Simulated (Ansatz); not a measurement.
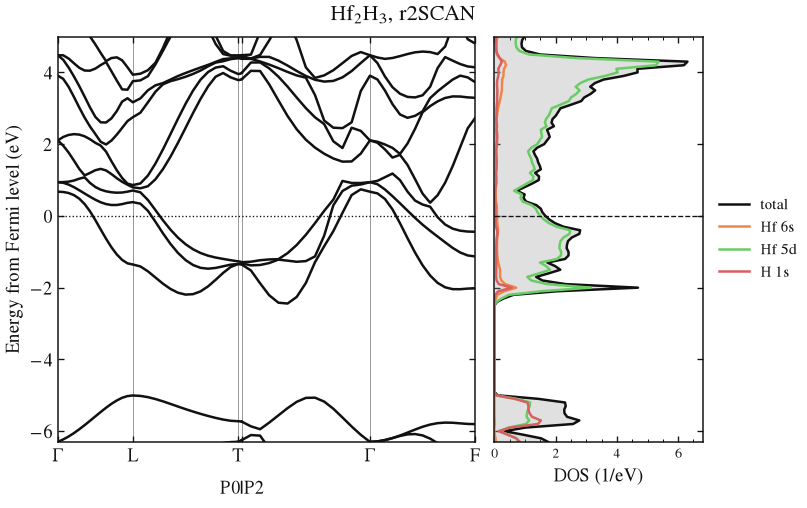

Band structure and density of states. Energies are counted from the Fermi level. The partial curves are projected on Löwdin-orthogonalised atomic shells.

This input was run:

```
crystal:
  lattice:
    - [2.6358480802, 1.5218075986, 2.1072157643]
    - [-2.6358480802, 1.5218075986, 2.1072157643]
    - [0.0, -3.0436151972, 2.1072157643]
  atoms:
    - { symbol: Hf, position: [0.2569217788, 0.2569217788, 0.2569217788] }
    - { symbol: Hf, position: [0.7430782212, 0.7430782212, 0.7430782212] }
    - { symbol: H, position: [0.5, 0.2381323779, 0.7618676221] }
    - { symbol: H, position: [0.7618676221, 0.5, 0.2381323779] }
    - { symbol: H, position: [0.2381323779, 0.7618676221, 0.5] }
basis:
  ecutwfc: 500
kpoints:
  mp_grid: { grid: [12, 12, 12] }
  band_path:
    path:
      - [[0.0, 0.0, 0.0], [0.5, 0.0, 0.0], [0.5, -0.5, 0.5], [0.48622288, -0.51377712, 0.48622288]]
      - [[0.48622288, 0.48622288, 0.48622288], [0.0, 0.0, 0.0], [0.5, -0.5, 0.0]]
    npoints: 14
hamiltonian:
  xc: r2scan
scf:
  occupations: { method: gaussian, width: 0.1 }
  n_extra_bands: 12
output:
  forces: true
  stress: true
  eigenvalues: true
  populations: true
  dos: { projected: true, de: 0.02, nscf_kmesh: { grid: [15, 15, 15] } }
  bader: true
  write_density: true
  write_potential: true
  elf: true
  volumetric_format: npy
```

Launched with:
```bash
ansatz run input.yaml --threads 1 --pin off --max-ram 2560MiB --backend cpu --events-out ev --progress --plain --runs-dir out
```

Is there a gap at the Fermi level?

Answer. A metal: 3 bands cross the Fermi level along this path.

What carries the states at the Fermi level?

Answer. By projected weight, the states within 0.3 eV of the Fermi level are Hf 5d almost alone.

What is the density of states at the Fermi level?

Answer. The density of states at the Fermi level is about 1.7 per eV and cell (mean within 0.25 eV), or 0.34 per atom.

The structure is an invented one, so it need not be a known or stable phase. Spin-orbit coupling is left out, which matters for Hf.
